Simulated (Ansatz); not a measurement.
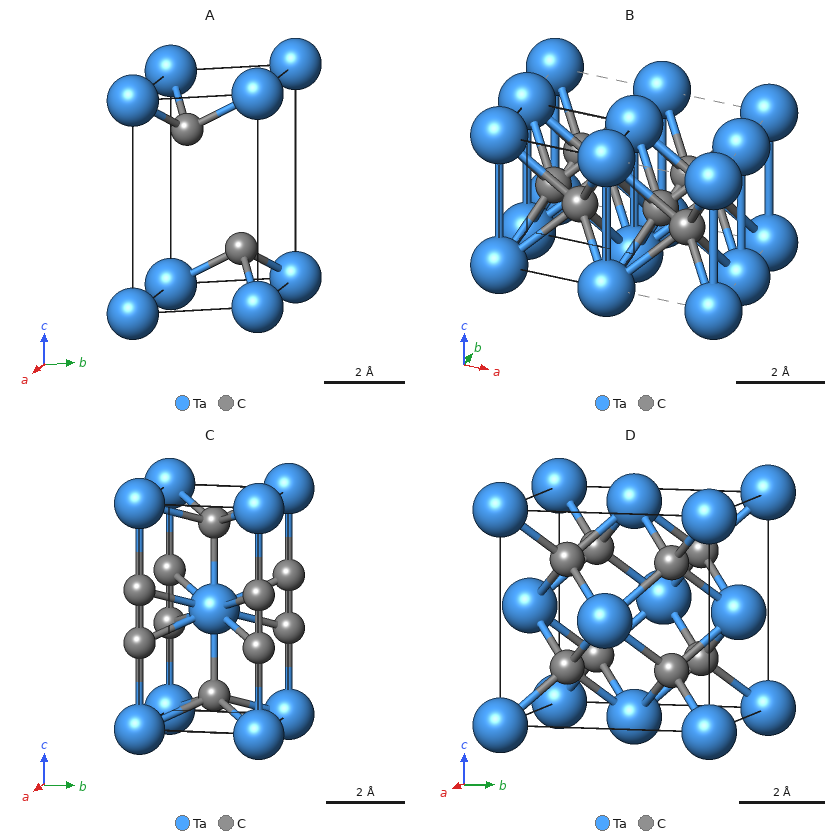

Four structures of TaC2, each relaxed to rest (conventional cells in solid outline, small ones repeated, each panel with its own scale). Method: Ansatz, DFT PBE, scalar-relativistic, plane waves, PAW, without spin polarisation.

Question: Give the type and space group of each panel.

Answer: A: 3 atoms a cell on a primitive hexagonal lattice, P-3m1; B: AlB₂ type, P6/mmm; C: 6 atoms a cell on a body-centred tetragonal lattice, I4/mmm; D: fluorite (CaF₂ type), Fm-3m.

Question: Which of these is lowest in energy, and how far above it do the others lie?

Answer: C, then D (+827 meV/atom), B (+855 meV/atom) and A (+1075 meV/atom), energies at zero smearing.

Question: Collect the results in a table.

Answer:
| panel | structure | E − E(lowest) (meV/atom) | volume (Å³/atom) | gap (eV) |
| --- | --- | --- | --- | --- |
| C | I4/mmm | 0 | 9.9 | metal |
| D | Fm-3m | 827 | 11.4 | metal |
| B | P6/mmm | 855 | 9.2 | metal |
| A | P-3m1 | 1075 | 16.7 | metal |

Some of these may be structure types tried for this composition rather than known phases, and the most stable form need not be among them. Gaps are taken on the k-mesh or band path of each run.
